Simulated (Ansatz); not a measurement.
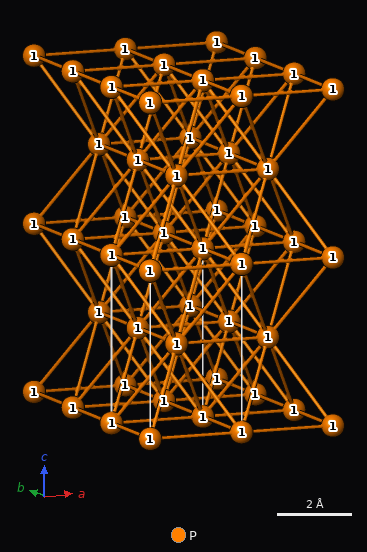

The starting point is a symmetric starting cell of P (made from another compound by putting P in place of Sb). The picture is a ball-and-stick view of the conventional cell (2 times the calculation's cell), repeated 2 × 3 × 2 with one cell outlined, seen slightly off an axis. Lengths and directions refer to the drawn axes.

The calculation used Ansatz, DFT PBEsol, scalar-relativistic, plane waves, PAW. Set-up: plane-wave cutoff 420 eV; k-point mesh 22 × 22 × 22; occupations gaussian; smearing width 0.1 eV; no spin polarisation.

Change: The cell is strained by +1.4 % along c and −1.6 % across it (volume −1.8 %), the atoms keeping their fractional coordinates. No relaxation follows. The starting cell wasn't computed here and needn't be at equilibrium, so pressure and forces aren't due to the change alone.

### What does the calculation give for the changed structure?

The pressure is −13.9 GPa (not all of it need come from the change, since the unchanged cell can be under pressure at this level too). The principal stresses (compression positive) are −7.1 GPa along c and −17.2 GPa across it. All forces vanish by symmetry. Among the bonded contacts that change: P–P 2.718 → 2.674 Å, P–P 3.026 → 3.032 Å. The space group stays I4/mmm (No. 139).

The changed structure in the same view:

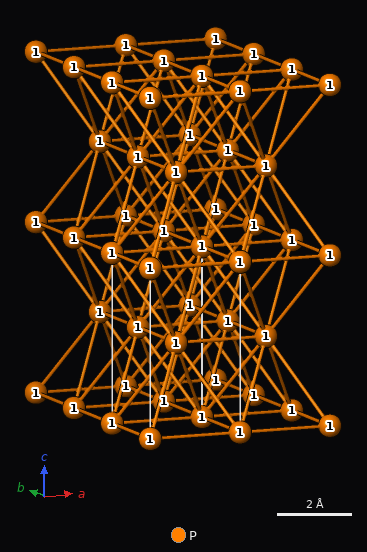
